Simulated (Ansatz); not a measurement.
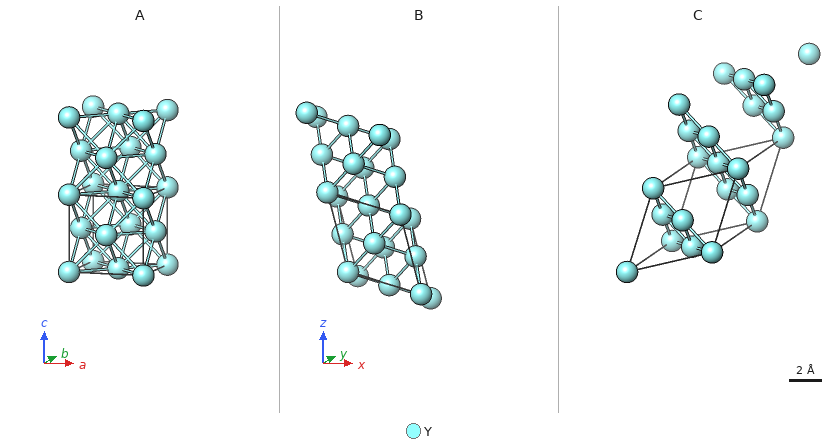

A crystal of Y (Fm-3m): the ratio of the cell's length along [111] to its lengths across, counted as 1 for the reference, is changed at fixed volume (a trigonal path), with the atoms kept at their fractional coordinates. x, y and z are the Cartesian axes of the input. A ball-and-stick model of the conventional cell (4 times the calculation's cell), repeated 1 × 1 × 2 with one cell outlined, seen slightly off an axis. Lengths and directions refer to the drawn axes.

The calculation used DFT r2SCAN, scalar-relativistic, plane waves, PAW in Ansatz. Set-up: plane-wave cutoff 500 eV; k-point mesh 18 × 18 × 18; occupations gaussian; smearing width 0.15 eV; no spin polarisation. Energies (free energies at the smearing named) are counted from the cell as listed in its source, which wasn't relaxed.

Rank the frames from lowest to highest energy.

Lowest first: A (the relative ratio 1.00, 0 meV/atom), B (the relative ratio 0.50, 820 meV/atom), C (the relative ratio 2.00, 2115 meV/atom). Over the whole scan: the lowest computed point lies at the relative ratio 1.00 (0 meV/atom). At the ends of the scan the energy is 820 meV/atom (0.50) and 2115 meV/atom (2.00). The unrelaxed reference is under a pressure of 3.3 GPa. The distortion takes the space group from Fm-3m to R-3m, except for Pm-3m at 0.50. At the relative ratio 2.00 the cell of the drawing goes a 4.970 → 5.579 Å, b 4.970 → 5.579 Å, c 4.970 → 5.579 Å, α 90.0° → 60.0°, β 90.0° → 60.0°, γ 90.0° → 60.0°.
